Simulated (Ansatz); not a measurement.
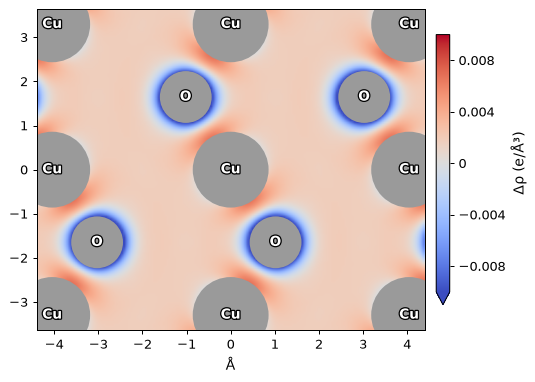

CuO: difference of two self-consistent densities at the same geometry, ρ(PBEsol) − ρ(PBE), on the (101̄) plane of the conventional cell. Grey discs cover the cores, where the PAW densities can't be compared. Cores are masked to 0.9 Å (Cu) and 0.6 Å (O).

Space group P-1; spin-polarised. It comes out metallic at this level (no Hubbard term), which in such compounds can be an artefact. The cell comes from a database of computed structures, not from a measurement.

Both runs: Ansatz, scalar-relativistic, plane waves and PAW, same cutoff, k-points and PAW files (made with PBE).

What differs between the two levels of theory?

Answer. Against PBE, and outside the masked cores, the largest gain lies at the edge of the masked core of Cu, and the largest loss lies at the edge of the masked core of O.
Bader charges are Cu +0.98 and O −0.98 e with PBE and Cu +0.96 and O −0.96 e with PBEsol.
At this volume the pressure is 6 GPa with PBE and −2 GPa with PBEsol.
